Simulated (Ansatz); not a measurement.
## Geometry relaxation of Pt2Se (part 1 of 2)

- system: Pt2Se (Pnnm, 6 atoms in the cell)
- method: DFT PBE, scalar-relativistic, plane waves, PAW, no spin polarisation (Ansatz 0.2.0)

The structure was made by swapping elements on the sites of another compound; it need not be a known phase. It belongs to a series of runs on one base structure; here: marcasite type (Pnnm, No. 58). Figures and captions count atoms from 1; the log counts them from 0 in places.

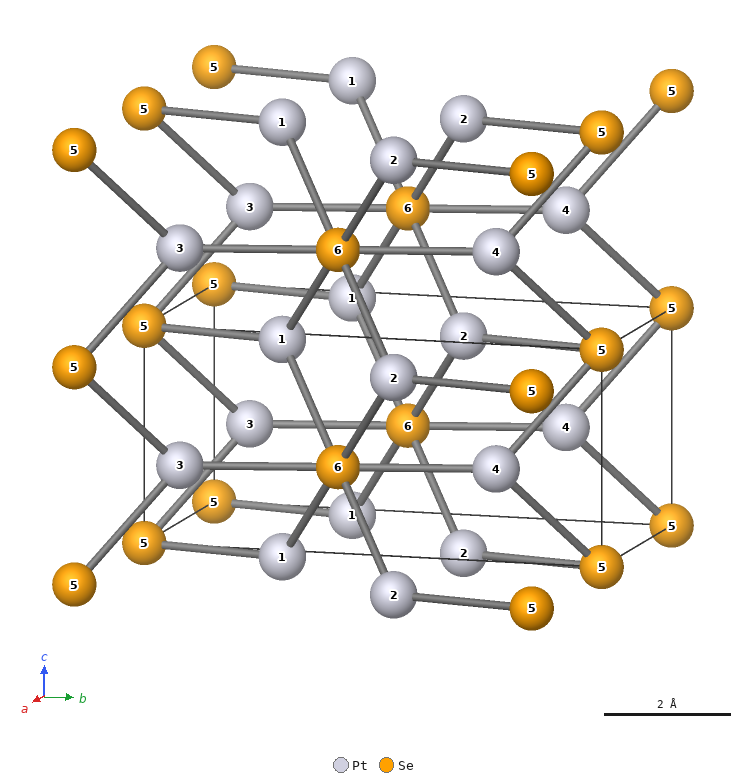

Figure 1. The structure as given in the input (ball-and-stick view of the cell of the calculation, repeated 2 × 1 × 2, seen slightly off an axis; atoms are numbered from 1 in the order of the input).

**Summary**

- outcome: converged
- space group (tolerance 0.01 Å): Pnnm (58)
- electrons treated: 104
- free energy: −61029.6085 eV
- Fermi energy: 17.978 eV
- gap on the k-point mesh: none (metallic)
- pressure: −0.02 GPa
- final volume: 104.02 Å³
- largest force (length of the vector) at the end: 0.001 eV/Å
- final cell: a = 3.880 Å, b = 7.574 Å, c = 3.539 Å, α = 90.00°, β = 90.00°, γ = 90.00°
- hardware: 1 thread of Intel Xeon @ 2.50GHz (Skylake/Cascade Lake), 192 GiB of memory available, shared host
- wall time: 5.8 min
- peak memory: 0.89 GiB

Spin–orbit coupling is left out, which matters for Pt.

**Input file**
```yaml
crystal:
  lattice:
    - [3.9054003065, 0.0, 0.0]
    - [0.0, 7.5895420166, 0.0]
    - [0.0, 0.0, 3.5106756728]
  atoms:
    - { symbol: Pt, position: [0.1431864169, 0.3237768998, 0.0] }
    - { symbol: Pt, position: [0.8568135831, 0.6762231002, 0.0] }
    - { symbol: Pt, position: [0.6431864169, 0.1762231002, 0.5] }
    - { symbol: Pt, position: [0.3568135831, 0.8237768998, 0.5] }
    - { symbol: Se, position: [0.0, 0.0, 0.0] }
    - { symbol: Se, position: [0.5, 0.5, 0.5] }
basis:
  ecutwfc: 420
kpoints:
  mp_grid: { grid: [10, 6, 10] }
hamiltonian:
  xc: pbe
scf:
  occupations: { method: gaussian, width: 0.1 }
output:
  forces: true
  stress: true
  eigenvalues: true
relax:
  adjacent_minimum: "off"
  f_tol: 0.01
  max_steps: 80
  cell: { stress_tol: 0.05 }
```

Launch command:
```bash
ansatz run input.yaml --threads 1 --pin off --max-ram 2560MiB --backend cpu --events-out ev --progress --plain --runs-dir out
```

**What the program printed**
```
Engine: ansatz 0.2.0, x86_64-unknown-linux-gnu
Pseudopotentials: kind: paw
Pseudopotential: Pt, paw, valence charge 18, recommended cutoff 420 eV (normal), Pt.paw.azcp
Pseudopotential: Se, paw, valence charge 16, recommended cutoff 420 eV (normal), Se.paw.azcp
Functional definition: PBE
  parameter kappa = 0.804
  parameter beta = 0.06672455060314922
  exchange = pbe_x(kappa = kappa, mu = beta*pi^2/3)
  correlation = pbe_c(beta = beta)
Crystal: 6 atoms, lattice volume = 104.057 Å³
Basis set: ecut = 420 eV, 2051 PW (Γ), exchange–correlation on 54×108×48 points (8 copies of the dense FFT grid, shifted against one another)
Bands: 63, of which v1, the nominal top of the filled ones, is band 52 counted from 1 (51 counted from 0)
Symmetry: 8 space group operations
Space group: Pnnm (ITA 58), of the structure as read, at distance tolerance 4.7e-5 Å
k-points: 144 of 600
Non-local potential: Pt, projectors of the file, l = 0: 3, l = 1: 2, l = 2: 2, l = 3: 1
Non-local potential: Se, projectors of the file, l = 0: 2, l = 1: 2, l = 2: 3, l = 3: 1
PAW form: soft (Blöchl's): semilocal exchange-correlation on the pseudo side does not see the compensation charge
PAW one-centre angular grid: Pt, 590 points (default); XC on 64 Gauss nodes
PAW one-centre angular grid: Se, 590 points (default); XC on 64 Gauss nodes
Initial density: superposition of atomic densities (neutral atoms: chi_scale 0, normalization atom), corrected by the library's trained network
Initial wavefunctions: pseudopotential atomic-orbital guess
Functional: x = pbe(κ = 0.804, μ = 0.2195149727645171), c = pbe(β = 0.06672455060314922)
SCF iter   1: F=—  HF=-61029.609105 eV  |F-HF|=—  |Δ(HF+E_count)|=         —  Δρ=6.68e-3  dr2=4.46e-2  ethr=1.77e-3  ⟨swp⟩=5.1  Hψ=30408  notcnv=0  defer=35
preconditioner: auto → Kerker (q_TF=auto, 2.728 Å⁻¹)  [metal: Δε(μ)=0.005 eV  Ē_g=8.934 eV  σ=0.100 eV  W_gap=0.03  n_scr=38 (ndim 8)  ℏωp=26.2 eV  f_vac=0.000  D(μ)=2.20/eV (n_scr^D=12)]
SCF iter   2: F=—  HF=-61029.607787 eV  |F-HF|=—  |Δ(HF+E_count)|=   1.32e-3  Δρ=3.73e-3  dr2=1.50e-2  ethr=4.29e-5  ⟨swp⟩=1.9  Hψ=11547  notcnv=0  defer=82
SCF iter   3: F=—  HF=-61029.606216 eV  |F-HF|=—  |Δ(HF+E_count)|=   1.57e-3  Δρ=6.09e-4  dr2=4.61e-4  ethr=1.45e-5  ⟨swp⟩=2.0  Hψ=11484  notcnv=0  defer=82
SCF iter   4: F=—  HF=-61029.606191 eV  |F-HF|=—  |Δ(HF+E_count)|=   2.44e-5  Δρ=1.47e-4  dr2=3.15e-5  ethr=4.43e-7  ⟨swp⟩=2.1  Hψ=13549  notcnv=0  defer=82
SCF iter   5: F=—  HF=-61029.606125 eV  |F-HF|=—  |Δ(HF+E_count)|=   6.67e-5  Δρ=7.58e-5  dr2=8.00e-6  ethr=3.03e-8  ⟨swp⟩=2.0  Hψ=13413  notcnv=0  defer=82
SCF iter   6: F=—  HF=-61029.606124 eV  |F-HF|=—  |Δ(HF+E_count)|=   4.13e-7  Δρ=2.88e-5  dr2=8.07e-7  ethr=7.69e-9  ⟨swp⟩=2.0  Hψ=13558  notcnv=0  defer=82
SCF iter   7: F=-61029.606124 eV  HF=-61029.606124 eV  |F-HF|=3.35e-9  |Δ(HF+E_count)|=   1.20e-7  Δρ=6.98e-6  dr2=5.42e-8  ethr=9.62e-11  ⟨swp⟩=8.4  Hψ=37855  notcnv=0
SCF 1 converged in 7 iterations: F = -61029.606124 eV  dr2 = 5.42e-8
  greatest PAW one-centre occupation: 1.000 electrons in one spin orbital (limit 2), on the Pt atom at site 1 (counted from 0), in its partial waves of l = 0
relax step   1: F+E_penalty+E_count = -61029.60612428 eV  Δ(F+E_penalty+E_count) = +0.000e0 eV  max|allowed force component| = 3.417e-2 eV/Å  Δτ_max = 0.0000 Å  P = -0.214 GPa  Ω = 104.057 Å³  (7 SCF iters, dr2 threshold 1.00e-7 eV, accepted)
Crystal: 6 atoms, lattice volume = 104.075 Å³
Basis set: ecut = 420 eV, 2047 PW (Γ), exchange–correlation on 54×108×48 points (8 copies of the dense FFT grid, shifted against one another)
Initial density: handed on by an earlier stage of this run
Initial wavefunctions: those handed on with the density
iter 1 solved again at ethr=1.37e-6 eV; its pass at ethr=3.10e-3 eV (dr2=1.42e-3 eV) is discarded
SCF iter   1: F=—  HF=-61029.608554 eV  |F-HF|=—  |Δ(HF+E_count)|=         —  Δρ=2.08e-3  dr2=1.33e-3  ethr=1.37e-6  ⟨swp⟩=2.1  Hψ=44891  notcnv=0
preconditioner: auto → Kerker (q_TF=auto, 2.728 Å⁻¹)  [metal: Δε(μ)=0.014 eV  Ē_g=8.960 eV  σ=0.100 eV  W_gap=0.08  n_scr=38 (ndim 8)  ℏωp=26.2 eV  f_vac=0.000  D(μ)=2.03/eV (n_scr^D=12)]
SCF iter   2: F=—  HF=-61029.608394 eV  |F-HF|=—  |Δ(HF+E_count)|=   1.59e-4  Δρ=1.15e-3  dr2=4.69e-4  ethr=1.28e-6  ⟨swp⟩=1.0  Hψ=9072  notcnv=0
SCF iter   3: F=—  HF=-61029.608256 eV  |F-HF|=—  |Δ(HF+E_count)|=   1.38e-4  Δρ=1.04e-4  dr2=9.91e-6  ethr=4.51e-7  ⟨swp⟩=2.0  Hψ=11934  notcnv=0
SCF iter   4: F=—  HF=-61029.608257 eV  |F-HF|=—  |Δ(HF+E_count)|=   6.03e-7  Δρ=2.66e-5  dr2=1.17e-6  ethr=9.53e-9  ⟨swp⟩=2.1  Hψ=13659  notcnv=0
iter 5 did not close the SCF: its close was put off for the readings that it lacked (scf_convergence_deferred on its scf_iter line)
SCF iter   5: F=-61029.608256 eV  HF=-61029.608257 eV  |F-HF|=1.60e-7  |Δ(HF+E_count)|=   4.10e-7  Δρ=1.42e-5  dr2=3.36e-7  ethr=1.13e-9  ⟨swp⟩=2.0  Hψ=13277  notcnv=0
SCF iter   6: F=-61029.608257 eV  HF=-61029.608257 eV  |F-HF|=6.16e-9  |Δ(HF+E_count)|=   4.24e-8  Δρ=4.49e-6  dr2=3.01e-8  ethr=3.24e-10  ⟨swp⟩=2.0  Hψ=31160  notcnv=0
SCF 2 converged in 6 iterations: F = -61029.608257 eV  dr2 = 3.01e-8
  greatest PAW one-centre occupation: 1.000 electrons in one spin orbital (limit 2), on the Pt atom at site 3 (counted from 0), in its partial waves of l = 0
relax step   2: F+E_penalty+E_count = -61029.60825653 eV  Δ(F+E_penalty+E_count) = -2.132e-3 eV  max|allowed force component| = 1.820e-2 eV/Å  Δτ_max = 0.0134 Å  P = -0.050 GPa  Ω = 104.075 Å³  energy of the carried Pulay correction = -5.544e-6 eV  (6 SCF iters, dr2 threshold 5.70e-7 eV, accepted)
Crystal: 6 atoms, lattice volume = 103.922 Å³
Basis set: ecut = 420 eV, 2039 PW (Γ), exchange–correlation on 54×108×48 points (8 copies of the dense FFT grid, shifted against one another)
iter 1 solved again at ethr=8.59e-8 eV; its pass at ethr=3.10e-3 eV (dr2=8.94e-5 eV) is discarded
SCF iter   1: F=—  HF=-61029.608550 eV  |F-HF|=—  |Δ(HF+E_count)|=         —  Δρ=3.27e-4  dr2=4.06e-5  ethr=8.59e-8  ⟨swp⟩=3.0  Hψ=38732  notcnv=0
preconditioner: auto → Kerker (q_TF=auto, 2.729 Å⁻¹)  [metal: Δε(μ)=0.008 eV  Ē_g=8.968 eV  σ=0.100 eV  W_gap=0.04  n_scr=38 (ndim 8)  ℏωp=26.3 eV  f_vac=0.000  D(μ)=2.03/eV (n_scr^D=12)]
SCF iter   2: F=—  HF=-61029.608483 eV  |F-HF|=—  |Δ(HF+E_count)|=   6.69e-5  Δρ=1.79e-4  dr2=1.47e-5  ethr=3.91e-8  ⟨swp⟩=1.0  Hψ=9072  notcnv=0
SCF iter   3: F=—  HF=-61029.608481 eV  |F-HF|=—  |Δ(HF+E_count)|=   1.97e-6  Δρ=2.16e-5  dr2=7.68e-7  ethr=1.42e-8  ⟨swp⟩=2.0  Hψ=11838  notcnv=0
SCF iter   4: F=—  HF=-61029.608481 eV  |F-HF|=—  |Δ(HF+E_count)|=   1.20e-7  Δρ=7.09e-6  dr2=7.11e-8  ethr=7.38e-10  ⟨swp⟩=2.4  Hψ=13493  notcnv=0
iter 5 did not close the SCF: its close was put off for the readings that it lacked (scf_convergence_deferred on its scf_iter line)
SCF iter   5: F=-61029.608481 eV  HF=-61029.608481 eV  |F-HF|=1.59e-8  |Δ(HF+E_count)|=   7.42e-9  Δρ=2.93e-6  dr2=1.35e-8  ethr=6.84e-11  ⟨swp⟩=2.0  Hψ=13501  notcnv=0
SCF iter   6: F=-61029.608481 eV  HF=-61029.608481 eV  |F-HF|=5.82e-11  |Δ(HF+E_count)|=   6.18e-9  Δρ=1.22e-6  dr2=1.61e-9  ethr=1.30e-11  ⟨swp⟩=1.9  Hψ=26522  notcnv=0
SCF 3 converged in 6 iterations: F = -61029.608481 eV  dr2 = 1.61e-9
relax step   3: F+E_penalty+E_count = -61029.60848055 eV  Δ(F+E_penalty+E_count) = -2.240e-4 eV  max|allowed force component| = 5.059e-3 eV/Å  Δτ_max = 0.0019 Å  P = +0.123 GPa  Ω = 103.922 Å³  energy of the carried Pulay correction = +4.151e-5 eV  (6 SCF iters, dr2 threshold 7.03e-8 eV, accepted)
Crystal: 6 atoms, lattice volume = 104.021 Å³
iter 1 solved again at ethr=5.09e-9 eV; its pass at ethr=3.10e-3 eV (dr2=5.29e-6 eV) is discarded
SCF iter   1: F=—  HF=-61029.608560 eV  |F-HF|=—  |Δ(HF+E_count)|=         —  Δρ=1.16e-4  dr2=4.95e-6  ethr=5.09e-9  ⟨swp⟩=3.1  Hψ=38020  notcnv=0
preconditioner: auto → Kerker (q_TF=auto, 2.728 Å⁻¹)  [metal: Δε(μ)=0.007 eV  Ē_g=8.961 eV  σ=0.100 eV  W_gap=0.04  n_scr=38 (ndim 8)  ℏωp=26.3 eV  f_vac=0.000  D(μ)=2.03/eV (n_scr^D=12)]
SCF iter   2: F=—  HF=-61029.608494 eV  |F-HF|=—  |Δ(HF+E_count)|=   6.55e-5  Δρ=6.53e-5  dr2=1.79e-6  ethr=4.76e-9  ⟨swp⟩=1.0  Hψ=9072  notcnv=0
SCF iter   3: F=—  HF=-61029.608494 eV  |F-HF|=—  |Δ(HF+E_count)|=   9.31e-8  Δρ=7.24e-6  dr2=6.39e-8  ethr=1.72e-9  ⟨swp⟩=2.2  Hψ=12386  notcnv=0
iter 4 did not close the SCF: its close was put off for the readings that it lacked (scf_convergence_deferred on its scf_iter line)
SCF iter   4: F=-61029.608494 eV  HF=-61029.608494 eV  |F-HF|=1.12e-8  |Δ(HF+E_count)|=   4.12e-9  Δρ=2.44e-6  dr2=1.05e-8  ethr=6.14e-11  ⟨swp⟩=2.2  Hψ=13921  notcnv=0
iter 5 did not close the SCF: its close was put off for the readings that it lacked (scf_convergence_deferred on its scf_iter line)
SCF iter   5: F=-61029.608494 eV  HF=-61029.608494 eV  |F-HF|=5.38e-10  |Δ(HF+E_count)|=   4.73e-9  Δρ=1.15e-6  dr2=1.94e-9  ethr=1.01e-11  ⟨swp⟩=2.0  Hψ=14137  notcnv=0
SCF iter   6: F=-61029.608494 eV  HF=-61029.608494 eV  |F-HF|=0.00e0  |Δ(HF+E_count)|=  7.28e-11  Δρ=3.33e-7  dr2=1.63e-10  ethr=1.87e-12  ⟨swp⟩=2.0  Hψ=24961  notcnv=0
SCF 4 converged in 6 iterations: F = -61029.608494 eV  dr2 = 1.63e-10
relax step   4: F+E_penalty+E_count = -61029.60849425 eV  Δ(F+E_penalty+E_count) = -1.369e-5 eV  max|allowed force component| = 8.999e-4 eV/Å  Δτ_max = 0.0009 Å  P = -0.016 GPa  Ω = 104.021 Å³  energy of the carried Pulay correction = +1.124e-5 eV  (6 SCF iters, dr2 threshold 4.70e-8 eV, accepted)
Initial wavefunctions: pseudopotential atomic-orbital guess (no wavefunctions were taken with the density)
iter 1 solved again at ethr=9.79e-8 eV; its pass at ethr=3.10e-3 eV (dr2=1.02e-4 eV) is discarded
SCF iter   1: F=—  HF=-61029.608450 eV  |F-HF|=—  |Δ(HF+E_count)|=         —  Δρ=1.29e-4  dr2=4.07e-7  ethr=9.79e-8  ⟨swp⟩=3.0  Hψ=51162  notcnv=0
SCF iter   2: F=—  HF=-61029.608450 eV  |F-HF|=—  |Δ(HF+E_count)|=   2.41e-7  Δρ=6.55e-5  dr2=1.03e-7  ethr=3.92e-10  ⟨swp⟩=2.1  Hψ=13805  notcnv=0
SCF iter   3: F=—  HF=-61029.608471 eV  |F-HF|=—  |Δ(HF+E_count)|=   2.09e-5  Δρ=9.59e-7  dr2=2.39e-10  ethr=9.88e-11  ⟨swp⟩=1.0  Hψ=9072  notcnv=0
iter 4 did not close the SCF: its close was put off for the readings that it lacked (scf_convergence_deferred on its scf_iter line)
SCF iter   4: F=-61029.608471 eV  HF=-61029.608471 eV  |F-HF|=7.28e-12  |Δ(HF+E_count)|=   2.04e-9  Δρ=1.59e-7  dr2=1.70e-11  ethr=1.00e-12  ⟨swp⟩=2.0  Hψ=13235  notcnv=0
iter 5 did not close the SCF: its close was put off for the readings that it lacked (scf_convergence_deferred on its scf_iter line)
SCF iter   5: F=-61029.608471 eV  HF=-61029.608471 eV  |F-HF|=4.37e-11  |Δ(HF+E_count)|=  2.18e-11  Δρ=3.98e-8  dr2=1.86e-12  ethr=1.00e-12  ⟨swp⟩=1.0  Hψ=9072  notcnv=0
iter 6 did not close the SCF: its close was put off for the readings that it lacked (scf_convergence_deferred on its scf_iter line)
SCF iter   6: F=-61029.608471 eV  HF=-61029.608471 eV  |F-HF|=1.46e-11  |Δ(HF+E_count)|=  2.91e-11  Δρ=1.89e-8  dr2=5.30e-13  ethr=1.00e-12  ⟨swp⟩=1.0  Hψ=9072  notcnv=0
iter 7 did not close the SCF: its close was put off for the readings that it lacked (scf_convergence_deferred on its scf_iter line)
SCF iter   7: F=-61029.608471 eV  HF=-61029.608471 eV  |F-HF|=1.46e-11  |Δ(HF+E_count)|=    0.00e0  Δρ=9.02e-9  dr2=1.40e-13  ethr=1.00e-12  ⟨swp⟩=1.0  Hψ=9072  notcnv=0
SCF iter   8: F=-61029.608471 eV  HF=-61029.608471 eV  |F-HF|=0.00e0  |Δ(HF+E_count)|=    0.00e0  Δρ=2.13e-9  dr2=6.80e-15  ethr=1.00e-12  ⟨swp⟩=1.3  Hψ=18854  notcnv=0
SCF 5 converged in 8 iterations: F = -61029.608471 eV  dr2 = 6.80e-15
relax step   5: F+E_penalty+E_count = -61029.60847089 eV  Δ(F+E_penalty+E_count) = +2.336e-5 eV  max|allowed force component| = 9.181e-4 eV/Å  Δτ_max = 0.0000 Å  P = -0.016 GPa  Ω = 104.021 Å³  stress off target by 1.90e-2 GPa  SCF on the basis re-selected at this cell (its energy is not comparable with the rows above)  (8 SCF iters)
```

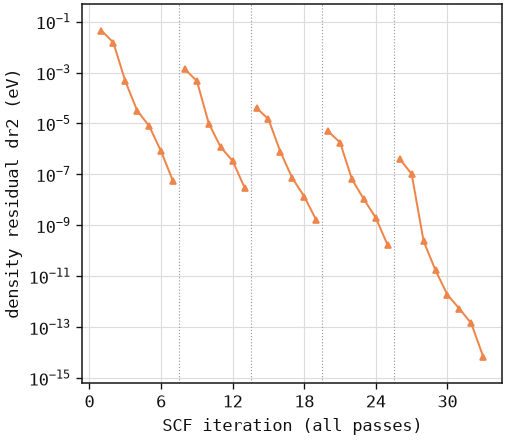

Figure 2. Convergence of the self-consistent field: density residual dr2 against the SCF iteration. The dotted lines part the SCF passes of the relaxation: geometry steps, rejected trials and re-solves on a re-selected basis. The 5 passes take 6 to 8 iterations each, 33 in all.
